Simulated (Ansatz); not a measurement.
## B$_{31}$HN$_{32}$ (charge −1): geometry relaxation (part 2 of 4)

Continued. System: B$_{31}$HN$_{32}$ (defect cell, 64 atoms in the cell, total charge −1). Method: DFT PBE+D3(BJ), scalar-relativistic, plane waves, PAW, spin-polarised (Ansatz 0.2.0); cutoff 420 eV, 2×2×2 k-mesh, Gaussian smearing of 0.01 eV, collinear spins. The structure derives from an entry of the Crystallography Open Database.

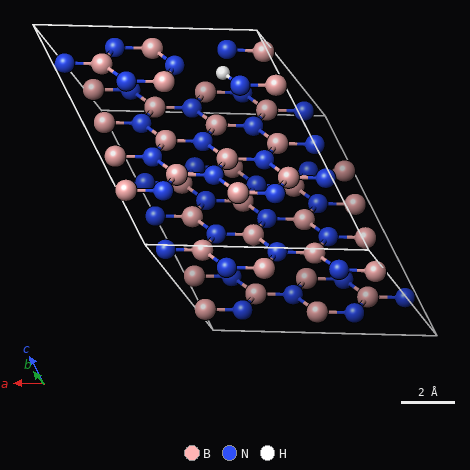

Figure 1. The geometry at step 4 of the log (ball-and-stick view of the cell of the calculation, seen at an oblique angle).

Output, continued
```
Per-site moments (μB) at R_I (Å): [(0.0011247541981224028, 0.5800130593149379), (0.005319568870490197, 0.5801215559423359), (0.0011499574208473523, 0.590547057856921), (-0.0008893523828495509, 0.5957430874831475), (-0.00014165929928235197, 0.5937964415885265), (0.0019896552025713667, 0.5935854996530862), (0.0008545726467557701, 0.5810005264956651), (-0.0014483526423336411, 0.5730205566290698), (-0.00030677940680175366, 0.588553931328554), (-3.651480777818255e-5, 0.5933532215343538), (0.00023934138098332782, 0.5945668641186768), (-0.0013813285965171345, 0.5736085738844152), (0.0030088905528922807, 0.5922777808943035), (-0.0006057133433073916, 0.5939668409720684), (0.005265553281081465, 0.580895723822413), (-1.888829423429482e-5, 0.5961240133324734), (-8.680306329398987e-6, 0.5966694929548815), (-9.881380605624183e-6, 0.5967725852177569), (-4.6136048604671366e-6, 0.59670430238548), (-4.613252141926217e-6, 0.5967021256095532), (-1.5792813529537173e-5, 0.596677109530331), (1.4574858213996716e-5, 0.5963607790138411), (-1.7554149737995493e-5, 0.5967838135499874), (1.4616965508442226e-5, 0.5963599771159419), (-1.757117320574636e-5, 0.5967882097010913), (-1.8895679701361968e-5, 0.5961339127941518), (1.7227501569801225e-5, 0.5964018576662562), (1.7274679967989945e-5, 0.5963992764960606), (-8.681742804296273e-6, 0.5966718216464114), (-9.875744916443809e-6, 0.5967787189104722), (-1.5795018920835432e-5, 0.5966729744282373), (-0.00019806811922932636, 0.5961240133324734), (-8.39242290937273e-6, 0.5968633942470596), (-0.00012053443760367676, 0.5967725852177569), (-2.9696168224359036e-5, 0.5971474217323461), (-2.96958891985056e-5, 0.597151207963817), (-0.00010357495886635754, 0.596677109530331), (-0.00011570893323199709, 0.5967021256095532), (-2.1004621542301765e-5, 0.5967772699111691), (-0.00011572810869121074, 0.59670430238548), (-2.1047417234155703e-5, 0.5967786021829096), (-0.00019784009928730734, 0.5961339127941518), (-0.00011958124272432684, 0.5966694929548815), (-0.00011965236392607367, 0.5966718216464114), (-8.441614395600872e-6, 0.5968646449116375), (-0.00012044017022634748, 0.5967787189104722), (-0.00010366360445180827, 0.5966729744282373), (-0.0009251406742975975, 0.4244295257919067), (0.0013544203953920362, 0.592475057257659), (0.002998047412859399, 0.5937964415885265), (0.016466350268662153, 0.590547057856921), (0.017434187975148112, 0.5950749969712581), (0.0007026075525323289, 0.5959069598470234), (1.580604142863974e-5, 0.5956558049103797), (0.0012473762506246997, 0.5935854996530862), (0.23081314403938005, 0.5730205566290698), (0.009618388846996168, 0.588553931328554), (0.0016906112914802428, 0.5933532215343538), (0.0008101062183824158, 0.5945668641186768), (0.23154277401852802, 0.5736085738844152), (0.016217612258686294, 0.5922777808943035), (0.01827565229268517, 0.5939668409720684), (0.0036753033050921594, 0.5957430874831475), (-1.5567362014713144e-5, 0.4244295257919067)]
Free energy (F): -17213.442318 eV
Harris-Foulkes:  -17213.442318 eV  (|F-HF|=6.44e-10)
Internal energy: -17213.442318 eV  (E = F + TS)
E sigma→0 (E₀):  -17213.442318 eV
Fermi energy:    5.791949 eV
--- Per-component energies (eV) ---
  E_band       = -622.051757
  E_kinetic    = 5847.465209
  E_local      = -11045.728984  (includes V_loc(G=0)·N_el)
  E_nonlocal   = 1843.934445
  E_hartree    = 3553.615890
  E_xc         = -2936.291751
  E_vxc        = -3645.687245  (∫ρ·V_xc dr)
  E_paw        = -6540.426202  (= ΣΔE_a)
  E_vpaw       = -729.269819  (= ΣTr[D̂ρ^β])
  E_aug_tail   = 0.002024  (compensation charges beyond the density's cutoff)
  E_ewald      = -7927.096240
  E_disp       = -8.916709  (pairwise vdW)
  E_smearing   = -0.000000  (= −TS)
  E_closure    = 0.000000  (closes the sum)
  E_deformation_potential = -13.459614  (in the stress; not in F)
  Σ components = -17213.442318   (vs F -17213.442318, Δ=0.00e0)
--- Forces (eV/Å), atoms counted from 1 ---
  atom   1  B     -0.00692552    -0.00338558    -0.00000496
  atom   2  B      0.00073397    -0.00279980    -0.00054698
  atom   3  B      0.00151248    -0.00169300     0.00003895
  atom   4  B     -0.00134804     0.00085868     0.00013265
  atom   5  B     -0.00019987     0.00111697     0.00005241
  atom   6  B      0.00214920    -0.00056378    -0.00006868
  atom   7  B     -0.00327333     0.00994812     0.00008773
  atom   8  B      0.00199867    -0.00066645     0.00010975
  atom   9  B     -0.00023716    -0.00033106     0.00001835
  atom  10  B     -0.00055104     0.00091266     0.00007333
  atom  11  B      0.00114845     0.00092606    -0.00013226
  atom  12  B     -0.00403779    -0.00416198     0.00006929
  atom  13  B     -0.00005150    -0.00079920     0.00011509
  atom  14  B     -0.00086713     0.00095080     0.00005234
  atom  15  B     -0.00020005     0.00313270    -0.00038136
  atom  16  B      0.00056433    -0.00030823     0.00245037
  atom  17  B     -0.00037317     0.00024304     0.00055759
  atom  18  B     -0.00001995    -0.00010261    -0.00039482
  atom  19  B      0.00000348    -0.00004386     0.00049583
  atom  20  B     -0.00005572     0.00007303    -0.00064191
  atom  21  B      0.00008183     0.00066337     0.00029289
  atom  22  B      0.00022170     0.00006664    -0.00111749
  atom  23  B     -0.00016760     0.00021583    -0.00028982
  atom  24  B      0.00000586    -0.00007231     0.00090362
  atom  25  B     -0.00019052     0.00019530     0.00018747
  atom  26  B      0.00031975    -0.00032576    -0.00314400
  atom  27  B     -0.00011830    -0.00008435    -0.00068920
  atom  28  B     -0.00007564     0.00029208     0.00054636
  atom  29  B     -0.00038508     0.00018782    -0.00088575
  atom  30  B     -0.00012878    -0.00033813     0.00029431
  atom  31  B      0.00003766     0.00052661    -0.00047173
  atom  32  N     -0.00002895    -0.00015037    -0.00073477
  atom  33  N     -0.00083826    -0.00046794    -0.00127686
  atom  34  N     -0.00042156    -0.00078921    -0.00102018
  atom  35  N      0.00042792     0.00004479    -0.00085653
  atom  36  N     -0.00014899    -0.00014449     0.00089832
  atom  37  N      0.00076712     0.00036809     0.00184089
  atom  38  N      0.00013826    -0.00036446     0.00095704
  atom  39  N     -0.00037686     0.00091604    -0.00137620
  atom  40  N      0.00007281    -0.00027595    -0.00120958
  atom  41  N     -0.00018404     0.00090064     0.00162387
  atom  42  N      0.00059285    -0.00024876     0.00128360
  atom  43  N      0.00069487    -0.00016354     0.00066144
  atom  44  N      0.00020349    -0.00011628    -0.00082016
  atom  45  N     -0.00097849    -0.00049730     0.00148248
  atom  46  N     -0.00007652    -0.00085686     0.00104392
  atom  47  N      0.00009204     0.00044096    -0.00188881
  atom  48  N     -0.00955014     0.00999953     0.00059492
  atom  49  N      0.00012252    -0.00160457    -0.00007756
  atom  50  N     -0.00029299    -0.00041290     0.00027336
  atom  51  N     -0.00117265    -0.00148028    -0.00011068
  atom  52  N     -0.00262657    -0.00155773     0.00030166
  atom  53  N      0.00150333    -0.00025932     0.00018668
  atom  54  N      0.00081677    -0.00036618    -0.00005027
  atom  55  N      0.00050416     0.00108630    -0.00012479
  atom  56  N      0.00377769     0.00056661    -0.00007441
  atom  57  N      0.00202412     0.00016271    -0.00013292
  atom  58  N     -0.00105705    -0.00081378     0.00015519
  atom  59  N      0.00032213    -0.00117800     0.00019592
  atom  60  N      0.00365821     0.00175326    -0.00000760
  atom  61  N      0.00338956     0.00095038    -0.00006568
  atom  62  N      0.00033004    -0.00020088     0.00026315
  atom  63  N     -0.00171543    -0.00105443     0.00023609
  atom  64  H      0.01048138    -0.00879244     0.00012591
  max |Σ_I F_I| component: 2.73e-5 eV/Å
--- Charged-cell corrections in eV (Makov–Payne, q = -1.000 e, ε = [6.565, 6.565, 3.172]) ---
  F (periodic)     = -17213.442318  (uncorrected; the corrections below are reported, never added to it)
  E_corr1          = +0.479099  (monopole, q²α_M/2ε̄L, of the cell on which ε is isotropic)
  F Makov-Payne    = -17212.963219  (F + E_corr1; no measured alignment; for a localised charge, not one spread in a band: unchecked)
  no potential alignment in this run, which stands beside a crystal: run the host's input off ansatz write-host-input, and read the two finished runs by ansatz place-levels (neither reads a slab, a wire or a sheet, whose cell leaves a vacuum)
--- Band table (eV; the first three rows and the last of 16) ---
  k-point 0 ↑: bands = ["-13.3067", "-12.7981", "-12.3921", "-12.3861", "-12.1150", "-12.1099", "-11.9781", "-11.8939", "-11.7058", "-11.5886", "-11.3683", "-11.3648", "-11.3542", "-11.3268", "-10.9136", "-10.8546", "-10.7580", "-10.4621", "-10.3152", "-10.3027", "-10.1850", "-10.1843", "-10.1809", "-9.9069", "-9.8534", "-9.7653", "-9.7226", "-9.7173", "-9.5783", "-9.4258", "-9.0190", "-8.7150", "-4.4982", "-4.4962", "-4.4925", "-4.0488", "-4.0012", "-3.9274", "-3.8083", "-3.8030",
      "-3.3297", "-3.2092", "-3.2056", "-2.9546", "-2.7028", "-2.6162", "-2.1720", "-2.1706", "-2.0711", "-2.0704", "-2.0677", "-2.0658", "-1.7869", "-1.7447", "-1.6512", "-1.6186", "-1.5711", "-1.4831", "-1.4807", "-1.4371", "-1.2116", "-0.8641", "-0.7167", "-0.7145", "-0.5530", "-0.2738", "-0.0766", "0.1866", "0.1900", "0.1956", "0.1986", "0.2020", "0.2029", "0.2553", "0.2567", "0.2580", "0.2645", "0.2879", "0.4812", "0.4835",
      "0.5716", "0.6152", "0.6805", "0.7226", "0.7245", "0.7329", "0.7501", "0.7666", "0.8075", "0.8418", "0.9928", "1.0072", "1.1128", "1.1366", "1.2528", "1.3617", "1.4342", "1.4370", "1.4539", "1.4571", "1.5775", "1.7474", "1.8348", "1.9333", "2.8022", "2.8071", "2.9104", "2.9284", "2.9492", "2.9704", "2.9818", "3.0556", "3.0563", "3.0983", "3.3398", "3.4816", "3.4906", "3.9200", "3.9713", "4.1667",
      "4.1935", "4.1980", "4.2549", "4.3623", "4.6007", "4.6982", "4.9299", "5.2552", "8.8665", "9.1169", "9.1264", "9.1618", "9.1719", "9.5038", "9.5146", "9.5732", "9.8534", "9.8936", "10.1095", "10.2054", "10.6014", "10.8299", "11.4166", "11.7986", "11.8208", "11.8316", "12.0427", "12.4351", "12.4965", "12.5731", "12.6969", "12.7126", "12.8180", "12.8878", "12.9030", "12.9872", "12.9930", "13.0284", "13.0327", "13.0645",
      "13.0936", "13.2631", "14.0476", "14.0940", "14.2799", "14.3115", "14.6219", "14.7301", "14.8524", "14.8600", "14.9671", "14.9937", "15.1228", "15.1527", "15.1693", "15.2830", "15.6755", "15.7630", "15.8496", "15.9651", "15.9666", "16.0640", "16.0894", "16.1122", "16.1521", "16.1629", "16.2562", "16.2650", "16.4396", "16.4896", "16.5288", "16.6451"]
  k-point 1 ↑: bands = ["-13.0715", "-13.0543", "-12.7160", "-12.3988", "-11.9334", "-11.9295", "-11.9216", "-11.9134", "-11.6009", "-11.5792", "-11.4099", "-11.4076", "-11.3004", "-11.1846", "-10.9208", "-10.7511", "-10.6003", "-10.5983", "-10.5936", "-10.5847", "-10.2112", "-10.1394", "-10.0409", "-10.0399", "-9.9401", "-9.7434", "-9.6693", "-9.6444", "-9.6417", "-9.4232", "-8.9105", "-8.7136", "-4.3151", "-4.3142", "-4.0014", "-3.7307", "-3.7303", "-3.7289", "-3.7282", "-3.5917",
      "-3.5722", "-3.5538", "-3.3744", "-3.3580", "-3.2291", "-3.0746", "-2.9041", "-2.6837", "-2.6213", "-2.6185", "-2.1793", "-1.7596", "-1.7578", "-1.7365", "-1.2957", "-1.1307", "-1.0990", "-0.9820", "-0.8870", "-0.8852", "-0.8850", "-0.8829", "-0.5695", "-0.5690", "-0.5200", "-0.5003", "-0.3401", "-0.2249", "-0.0784", "-0.0343", "-0.0335", "0.1347", "0.2119", "0.2122", "0.2131", "0.2136", "0.3539", "0.4318", "0.4697", "0.4851",
      "0.4880", "0.5086", "0.5715", "0.5766", "0.6409", "0.7654", "0.7734", "0.7736", "0.7750", "0.7881", "0.8845", "1.1536", "1.2245", "1.2525", "1.2887", "1.3506", "1.8310", "1.8374", "2.0239", "2.1358", "2.1613", "2.1653", "2.1836", "2.2430", "2.4791", "2.5049", "2.5301", "2.5440", "2.5913", "2.6100", "2.6111", "2.6557", "2.9241", "2.9609", "3.4575", "3.5247", "3.5685", "3.6238", "3.7332", "4.0585",
      "4.1320", "4.1792", "4.2711", "4.3096", "4.5979", "4.8700", "4.9282", "5.2120", "8.9948", "9.1047", "9.1873", "9.2006", "9.5976", "9.6708", "9.8488", "9.8734", "9.8949", "9.9400", "9.9947", "10.4851", "10.7615", "10.7970", "10.8915", "10.9637", "11.0592", "11.7131", "11.9159", "12.0252", "12.2873", "12.3230", "12.3430", "12.4180", "12.5271", "12.8740", "13.0229", "13.0752", "13.1965", "13.3520", "13.9039", "13.9258",
      "13.9303", "14.0442", "14.1090", "14.1306", "14.1959", "14.2208", "14.2628", "14.2944", "14.4007", "14.8646", "15.0083", "15.1964", "15.2265", "15.3057", "15.3570", "15.6175", "15.8317", "15.8491", "15.8874", "15.8963", "15.9345", "15.9429", "16.1780", "16.2330", "16.2646", "16.3194", "16.4189", "16.5758", "16.7198", "16.7428", "16.7837", "16.7935"]
  k-point 2 ↑: bands = ["-13.0714", "-13.0544", "-12.7160", "-12.3989", "-11.9335", "-11.9296", "-11.9215", "-11.9133", "-11.6010", "-11.5792", "-11.4099", "-11.4076", "-11.3004", "-11.1846", "-10.9208", "-10.7512", "-10.6003", "-10.5983", "-10.5936", "-10.5847", "-10.2112", "-10.1394", "-10.0408", "-10.0400", "-9.9401", "-9.7434", "-9.6693", "-9.6444", "-9.6417", "-9.4232", "-8.9105", "-8.7136", "-4.3150", "-4.3143", "-4.0014", "-3.7307", "-3.7303", "-3.7288", "-3.7282", "-3.5917",
      "-3.5722", "-3.5538", "-3.3744", "-3.3580", "-3.2291", "-3.0746", "-2.9041", "-2.6837", "-2.6213", "-2.6185", "-2.1793", "-1.7597", "-1.7578", "-1.7365", "-1.2957", "-1.1307", "-1.0991", "-0.9819", "-0.8870", "-0.8851", "-0.8850", "-0.8829", "-0.5695", "-0.5690", "-0.5200", "-0.5003", "-0.3401", "-0.2249", "-0.0784", "-0.0343", "-0.0335", "0.1347", "0.2119", "0.2121", "0.2132", "0.2137", "0.3541", "0.4318", "0.4698", "0.4853",
      "0.4880", "0.5085", "0.5712", "0.5768", "0.6409", "0.7652", "0.7734", "0.7735", "0.7750", "0.7878", "0.8847", "1.1536", "1.2245", "1.2523", "1.2889", "1.3506", "1.8307", "1.8372", "2.0241", "2.1358", "2.1612", "2.1652", "2.1836", "2.2431", "2.4792", "2.5049", "2.5302", "2.5440", "2.5913", "2.6100", "2.6111", "2.6557", "2.9241", "2.9612", "3.4575", "3.5248", "3.5684", "3.6236", "3.7333", "4.0583",
      "4.1320", "4.1794", "4.2710", "4.3097", "4.5979", "4.8699", "4.9282", "5.2120", "8.9948", "9.1047", "9.1872", "9.2005", "9.5977", "9.6708", "9.8489", "9.8734", "9.8950", "9.9398", "9.9947", "10.4849", "10.7614", "10.7968", "10.8919", "10.9640", "11.0588", "11.7130", "11.9159", "12.0253", "12.2874", "12.3227", "12.3432", "12.4175", "12.5284", "12.8741", "13.0229", "13.0750", "13.1965", "13.3518", "13.9041", "13.9256",
      "13.9304", "14.0440", "14.1094", "14.1308", "14.1949", "14.2210", "14.2629", "14.2947", "14.4005", "14.8646", "15.0083", "15.1963", "15.2264", "15.3056", "15.3570", "15.6178", "15.8312", "15.8492", "15.8874", "15.8962", "15.9344", "15.9432", "16.1782", "16.2328", "16.2651", "16.3193", "16.4189", "16.5759", "16.7200", "16.7426", "16.7837", "16.7934"]
```
